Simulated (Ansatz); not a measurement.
H24CO11: several calculations on one system

Part 1: Relaxation

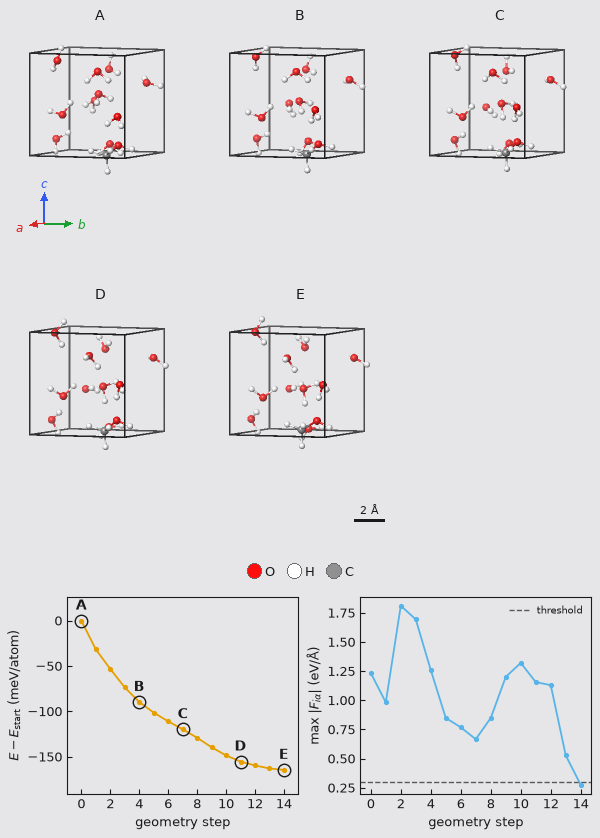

Frames of a relaxation of an amorphous cell of composition H$_{24}$CO$_{11}$, marked on the history of the run. A ball-and-stick model of the cell of the calculation (origin shifted), seen from a free direction.

The cell holds 10 H2O + 1 CH3OH. The run prepares the start of a later molecular dynamics calculation, from a guessed geometry.

Theory: DFT PBE-D3(BJ), scalar-relativistic, plane waves, PAW in Ansatz 0.2.0. (plane-wave cutoff 420 eV; k-point mesh 1 × 1 × 1; occupations fermi dirac; smearing width 0.05 eV; no spin polarisation; atoms relaxed in a fixed cell; force threshold 0.3 eV/Å; at most 15 steps)

What happens along the run?

Answer. Over 14 geometry steps the energy falls by 165 meV per atom. Largest force component: 1.2 eV/Å at the start, 0.27 eV/Å at the end. An H atom moves most: 1.71 Å roughly along [−1 0 −2]. Largest moves by element: H 1.71 Å, O 1.10 Å, C 0.45 Å. The cell doesn't change. Near-neighbour distances that change, for instance: H–O 0.970 → 0.995 Å, C–H 1.090 → 1.100 Å, H–O 0.969 → 0.975 Å. Among the angles between lasting bonds that change: H–O–H 104.0° → 109.0°, H–O–H 104.0° → 108.0°, H–O–H 104.0° → 107.0°. The run took 39 s on 1 thread of Arm Neoverse V1 (shared host), peak memory 0.38 GiB. From step 0 to 4: an H atom moves most (0.75 Å), energy −89.7 meV per atom. From step 4 to 7: an H atom moves most (0.53 Å), energy −30.1 meV per atom. From step 7 to 11: an H atom moves most (0.66 Å), energy −35.6 meV per atom. From step 11 to 14: an H atom moves most (0.48 Å), energy −9.2 meV per atom.

```tsv
step	E − E(0), meV/atom	largest force component, eV/Å
0	0.00	1.2342
1	-31.74	0.9823
2	-53.29	1.8113
3	-73.63	1.6939
4	-89.70	1.2590
5	-101.33	0.8492
6	-111.04	0.7683
7	-119.75	0.6663
8	-129.10	0.8488
9	-139.58	1.2010
10	-148.57	1.3205
11	-155.37	1.1564
12	-159.61	1.1299
13	-162.95	0.5276
14	-164.58	0.2749
```

Limits of the set-up: the program's low-accuracy preset was used; the periodic images lie only 6.9 Å apart, so the values are limited by the cell's size.

Part 2: Dynamics

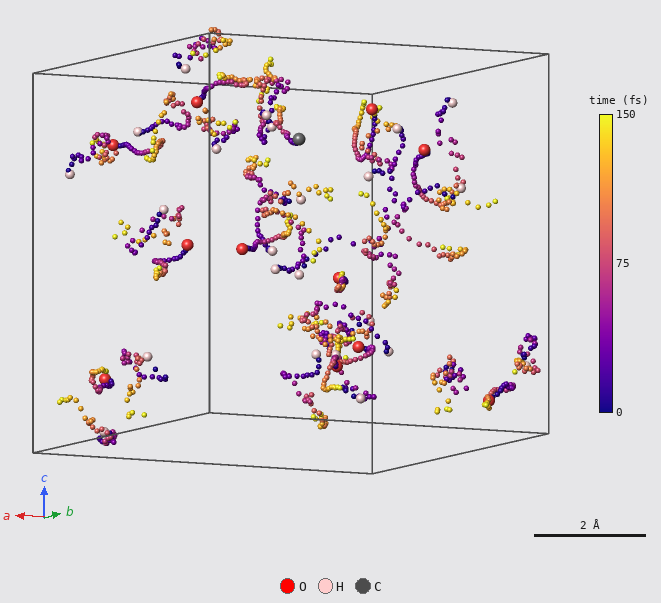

A Born-Oppenheimer molecular dynamics run of a periodic cell with 10 H2O + 1 CH3OH at 1.067 g/cm³, 150 fs long. Dots mark each atom's position at evenly spaced times, coloured by time; spheres stand at the starting positions. Seen from a free direction in the simulation cell.

All numbers below come from DFT PBE-D3(BJ), scalar-relativistic, plane waves, PAW (Ansatz). Run with plane-wave cutoff 420 eV; k-point mesh 1 × 1 × 1; Fermi-Dirac smearing 0.05 eV; low-accuracy preset; Langevin thermostat (NVT); set temperature 1500 K; time step 0.5 fs; H given the mass 2.014 u; friction 0.02 per fs.

### What do the traces tell about the motion?

In the second half of the run the atoms are, in the root-mean-square, this far from where they began (common drift taken out): H 1.16 Å, C 0.98 Å, O 0.87 Å. The molecules turn and drift from their places. Over the second half the temperature averages 1364 K (spread ±233 K). The potential energy in the second half lies on average 178 meV per atom above the first frame.

Limits of the set-up: the program's low-accuracy preset was used; masses were changed (H 2.014 u), which shifts the vibrations; the periodic images lie only 6.9 Å apart, so the values are limited by the cell's size.

The run took 10 min on 1 thread of Arm Neoverse V1 (shared host), peak memory 0.39 GiB.

Part 3: Dynamics

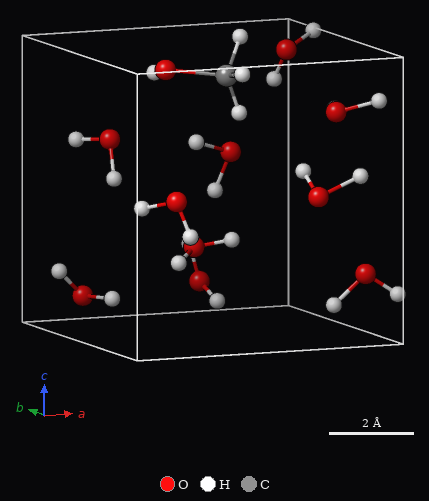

Starting frame of a dynamics run of a periodic cell with 10 H2O + 1 CH3OH at 1.067 g/cm³. It starts from the last geometry of an earlier run, with fresh velocities. The picture is a ball-and-stick view of the simulation cell, seen slightly off an axis.

The calculation used DFT PBE-D3(BJ), scalar-relativistic, plane waves, PAW in Ansatz.

Input
```yaml
accuracy: low
crystal:
  lattice:
    - [6.912517, 0.0, 0.0]
    - [0.0, 6.912517, 0.0]
    - [0.0, 0.0, 6.912517]
  atoms:
    - { symbol: O, position: [0.43547851, 0.51961539, 0.29712074] }
    - { symbol: H, position: [0.33443931, 0.41892462, 0.26036121] }
    - { symbol: H, position: [0.5587169, 0.47619049, 0.32092034] }
    - { symbol: O, position: [0.89321742, 0.34246838, 0.76464763] }
    - { symbol: H, position: [0.94157815, 0.46620571, 0.7563352] }
    - { symbol: H, position: [1.00992034, 0.23956316, 0.8109202] }
    - { symbol: O, position: [0.64497076, 0.68604412, 0.59432891] }
    - { symbol: H, position: [0.60696566, 0.73467917, 0.45582598] }
    - { symbol: H, position: [0.50218429, 0.65452076, 0.64026749] }
    - { symbol: O, position: [0.97452365, 0.27494326, 0.20477923] }
    - { symbol: H, position: [1.0849091, 0.25062978, 0.13118614] }
    - { symbol: H, position: [0.86894212, 0.3061222, 0.09805875] }
    - { symbol: O, position: [0.22447992, 0.76347646, 0.6516951] }
    - { symbol: H, position: [0.20762753, 0.68865238, 0.52523523] }
    - { symbol: H, position: [0.14659681, 0.87731095, 0.64065047] }
    - { symbol: O, position: [0.66639711, 1.00699006, 0.09868601] }
    - { symbol: H, position: [0.62898479, 1.00881443, 0.23223349] }
    - { symbol: H, position: [0.68128472, 0.88689044, 0.04525816] }
    - { symbol: O, position: [0.20386966, 0.13422494, 0.51952353] }
    - { symbol: H, position: [0.24354994, 0.10634008, 0.39856901] }
    - { symbol: H, position: [0.12454712, 0.25288419, 0.48493719] }
    - { symbol: O, position: [0.18819044, 0.91504571, 0.0885562] }
    - { symbol: H, position: [0.09107391, 0.89582945, 0.18181385] }
    - { symbol: H, position: [0.23002986, 0.75593058, 0.09655189] }
    - { symbol: O, position: [0.8631132, 0.70578701, 0.93547245] }
    - { symbol: H, position: [0.84313201, 0.7671021, 0.82611994] }
    - { symbol: H, position: [0.99765629, 0.78350388, 0.98413434] }
    - { symbol: O, position: [0.71917415, 0.09363277, 0.51187652] }
    - { symbol: H, position: [0.87349825, 0.08547355, 0.57736228] }
    - { symbol: H, position: [0.71195699, 0.20855017, 0.58727696] }
    - { symbol: C, position: [0.4362068, 0.23671129, 0.93294848] }
    - { symbol: O, position: [0.25482688, 0.34858934, 0.94819413] }
    - { symbol: H, position: [0.43125883, 0.08920171, 0.95693647] }
    - { symbol: H, position: [0.2717408, 0.48562735, 0.91953471] }
    - { symbol: H, position: [0.48961658, 0.25247684, 0.79779273] }
    - { symbol: H, position: [0.52292651, 0.32127221, 1.05245986] }
basis:
  ecutwfc: 420.0
kpoints:
  mp_grid: { grid: [1, 1, 1] }
hamiltonian:
  xc: pbe
  dispersion: d3bj
scf:
  occupations: { method: fermi_dirac, width: 0.05 }
  lower_state_search: "off"
  convergence: { dr2_threshold: 0.001 }
  max_iter: 62
md:
  timestep: 0.5
  n_steps: 200
  ensemble: nvt_nose_hoover
  temperature: 1500.0
  initial_velocities: maxwell_boltzmann
  seed: 610744
  nose_hoover: { tau: 50.0, chain_length: 3 }
  masses: [{ species: H, mass: 2.014 }]
```

Run as
```bash
ansatz run input.yaml --threads 1 --pin off --max-ram 3072MiB --backend cpu --events-out ev --progress --plain --runs-dir out
```

Q: Predict how the run goes.

A: The mean temperature in the second half is 1497 K (standard deviation 142 K). The potential energy in the second half lies on average 39.6 meV per atom below the first frame. In the second half of the run the atoms are, in the root-mean-square, this far from where they began (common drift taken out): H 1.54 Å, O 0.87 Å, C 0.43 Å. The heavy atoms stay within a fraction of a molecule's size of their starting places, while the hydrogen atoms travel further, as molecules turn; so short a run doesn't tell a liquid from a solid. The conserved quantity stays between −1.3 and 0.13 meV per atom of its start. A straight-line fit has a slope that amounts to −0.93 meV per atom over 100 fs (0.5 % of the mean kinetic energy), and the ripple about it is 1.1 % of the kinetic energy's fluctuation. With a drift under 2 % and a ripple under 7 %, the integration is accurate. The self-consistency threshold is loose, so the forces are noisy.

Along the run (each row but the first and the last is the mean over the interval that it begins):

| time (fs) | potential energy (meV/atom) | T (K) |
| --- | --- | --- |
| 0.0 | 0.0 | 1500 |
| 16.5 | -14.0 | 1584 |
| 33.0 | -15.4 | 1554 |
| 49.5 | -40.2 | 1672 |
| 66.0 | -33.1 | 1465 |
| 82.5 | -43.6 | 1368 |
| 99.0 | -51.0 | 1339 |

The paths of the atoms:

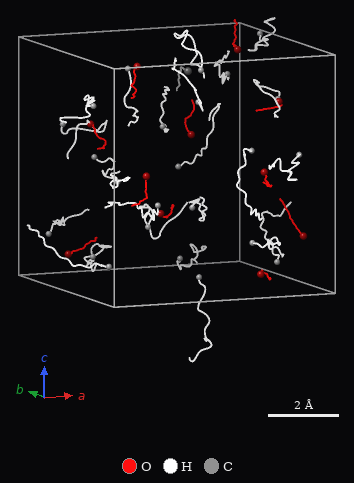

Limits of the set-up: the program's low-accuracy preset was used; masses were changed (H 2.014 u), which shifts the vibrations; the periodic images lie only 6.9 Å apart, so the values are limited by the cell's size.
